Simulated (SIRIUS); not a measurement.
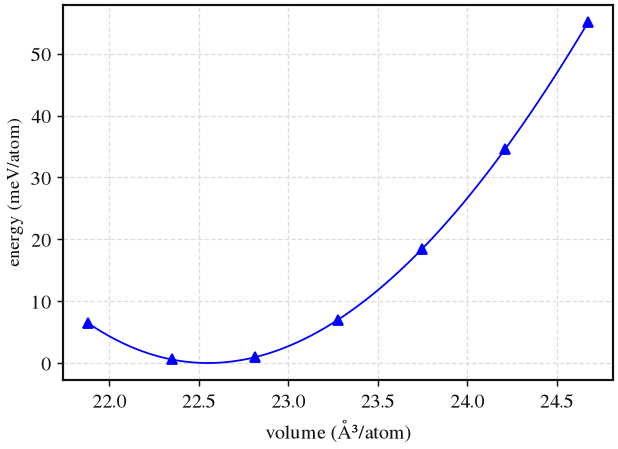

Plotted: energy against volume for Zr, space group P6_3/mmc (No. 194).

Cell as given: a = 3.232 Å, b = 3.232 Å, c = 5.147 Å, α = 90.00°, β = 90.00°, γ = 120.00°; 2 atoms.

How it was computed, with SIRIUS 7.12.0: all-electron LAPW DFT, no spin polarisation; energies at scaled volumes of the given cell, shape and fractions fixed, counted from the fit's minimum, third-order Birch-Murnaghan fit. Level: WC.

k mesh 9×9×5; occupations Fermi–Dirac; smearing width 0.05 eV; potentials all electron FP LAPW; program settings basis apw+lo standard, gk cutoff 3.46 1/bohr, pw cutoff 20 1/bohr.

Give the fitted equation-of-state parameters.

Answer. A third-order Birch–Murnaghan fit gives V0 = 22.55 Å³/atom, B0 = 99.9 GPa and B′ = 3.1.

Limits of the calculation: shape and atomic fractions are frozen while scaling, which makes layered, chain and framework solids too stiff.
